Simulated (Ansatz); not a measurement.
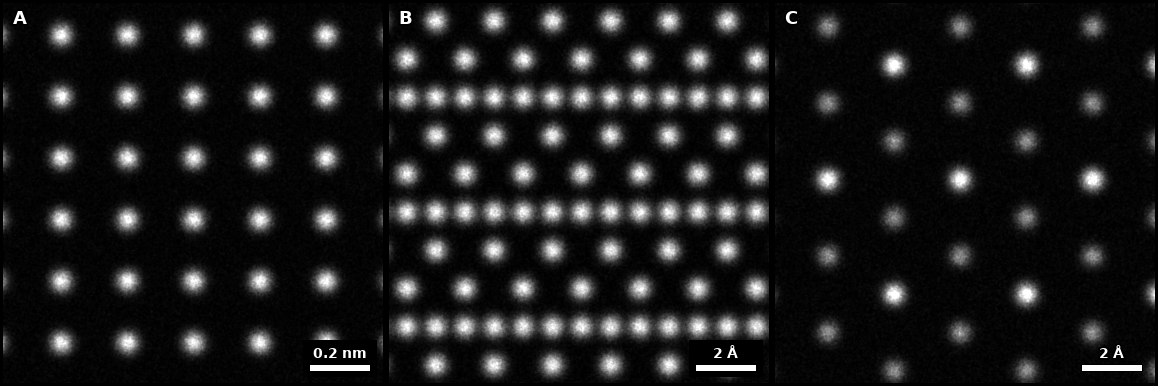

Three views of Ti (P6_3/mmc, No. 194) along different zone axes. Simulated incoherent Z contrast: every atom adds Z^1.7 spread by a probe of 0.56 Å full width; channelling and multiple scattering are left out. Shot noise was added. Atomic positions: coordinates from a relaxation with DFT PBEsol, scalar-relativistic, plane waves, PAW (Ansatz 0.2.0); the starting structure was generated, so it need not be a known form of this composition.

Space group P6_3/mmc (No. 194). a = 4.529 Å, b = 4.529 Å, c = 4.207 Å, α = 90.00°, β = 90.00°, γ = 120.00°
```
atom  site  symmetry       x       y       z
  Ti    2b      -6m2  0.0000  0.0000  0.2500
  Ti    2d      -6m2  0.3333  0.6667  0.7500
```

Match the panels to the zone axes [001], [102] and [210].

A is [210]: projected cell 2.10 × 2.26 Å, 90°. B is [102]: projected cell 1.99 × 3.92 Å, 90°, plane group p2mg. C is [001]: projected cell 4.53 × 4.53 Å, 120°, plane group p6mm.
